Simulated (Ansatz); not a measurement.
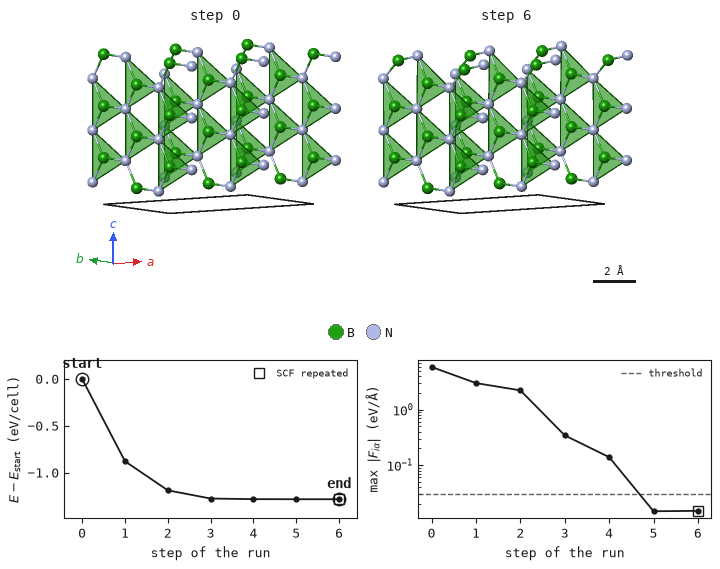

First and last geometry of a constrained relaxation of a slab of composition BN (cut from the R3m phase), with the history of the run. Style: polyhedral. Shown: the 2 × 1 repeat of the cell, outlined in the plane, without the vacuum, from a free direction.

Case: clean slab, lower half held. The slab is the (1 1 0) face of BN. 6 atoms are held fixed.

Theory: DFT PBEsol, scalar-relativistic, plane waves, PAW in Ansatz. Set-up: plane-wave cutoff 420 eV; k-point mesh 8 × 7 × 1; occupations gaussian; smearing width 0.05 eV; no spin polarisation; dipole correction; atoms relaxed in a fixed cell; force threshold 0.03 eV/Å; at most 70 steps.

### Read the history and describe the run.

It converged. The largest move is that of a B atom, 0.37 Å at 40° to the normal (−c side). By element the largest moves are B 0.37 Å, N 0.09 Å. The cell doesn't change. Among the contacts that change: B–B 2.504 → 2.117 Å, B–N 1.446 → 1.301 Å, B–N 1.446 → 1.379 Å, B–N 1.446 → 1.486 Å. Among the angles between lasting bonds that change: N–B–N 120.0° → 150.8°, B–N–B 120.0° → 101.7°, B–N–B 120.0° → 104.8°. After 5 accepted moves (6 points after the start) the energy has fallen by 1.283 eV per cell of the calculation. Largest force component: 5.9 eV/Å at the start, 0.015 eV/Å at the end. 1 step only repeated the SCF at the same geometry. The run took 3.7 min on 1 thread of Intel(R) Xeon(R) Platinum 8375C CPU @ 2.90GHz (Ice Lake), with other jobs on the host, peak memory 0.69 GiB.
